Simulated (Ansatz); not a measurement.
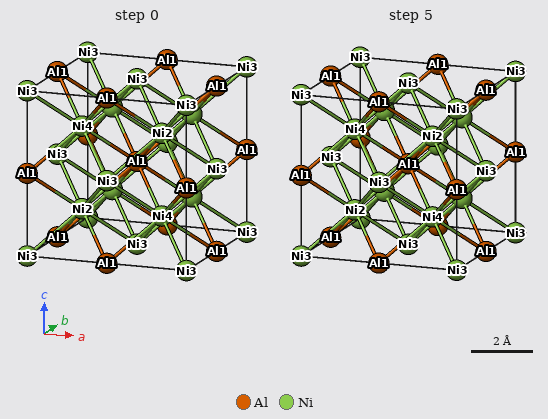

The structure of crystalline AlNi3 (set up in Fm-3m) before (left) and after (right) a relaxation, at one scale.

Style: ball-and-stick. Shown: the conventional cell (4 times the calculation's cell), slightly off an axis. Lengths and directions refer to the drawn axes.

Case: relaxed again under DFT LDA, scalar-relativistic, plane waves, PAW.

These are results of DFT LDA, scalar-relativistic, plane waves, PAW (Ansatz), not measurements.

Input file:
```yaml
crystal:
  lattice:
    - [0.0, 2.8361718561, 2.8361718561]
    - [2.8361718561, 0.0, 2.8361718561]
    - [2.8361718561, 2.8361718561, 0.0]
  atoms:
    - { symbol: Al, position: [0.5, 0.5, 0.5] }
    - { symbol: Ni, position: [0.25, 0.25, 0.25] }
    - { symbol: Ni, position: [0.0, 0.0, 0.0] }
    - { symbol: Ni, position: [0.75, 0.75, 0.75] }
basis:
  ecutwfc: 420
kpoints:
  mp_grid: { grid: [14, 14, 14] }
hamiltonian:
  xc: lda
scf:
  occupations: { method: gaussian, width: 0.1 }
output:
  forces: true
  stress: true
  eigenvalues: true
relax:
  adjacent_minimum: "off"
  f_tol: 0.005
  max_steps: 50
  cell: { stress_tol: 0.05 }
```

### Describe what moved and what it gained.

The atoms keep their places relative to the cell (all moves are under 0.005 Å). The volume changes by −7.0 %, with a = b = c 5.672 → 5.536 Å (−2.4 %). Near-neighbour distances that change, for instance: Al1–Ni2 2.456 → 2.397 Å, Ni2–Ni3 2.456 → 2.397 Å. The space group stays Fm-3m (No. 225). Over 4 accepted moves (5 points after the start) the energy falls by 36.4 meV per atom. All forces vanish by symmetry, so only the cell relaxes. The pressure goes from −13.53 to −0.02 GPa. At 1 point the geometry stayed and the basis and grid were re-selected for the new cell (energy shift of 0.4 meV per atom at most each time).
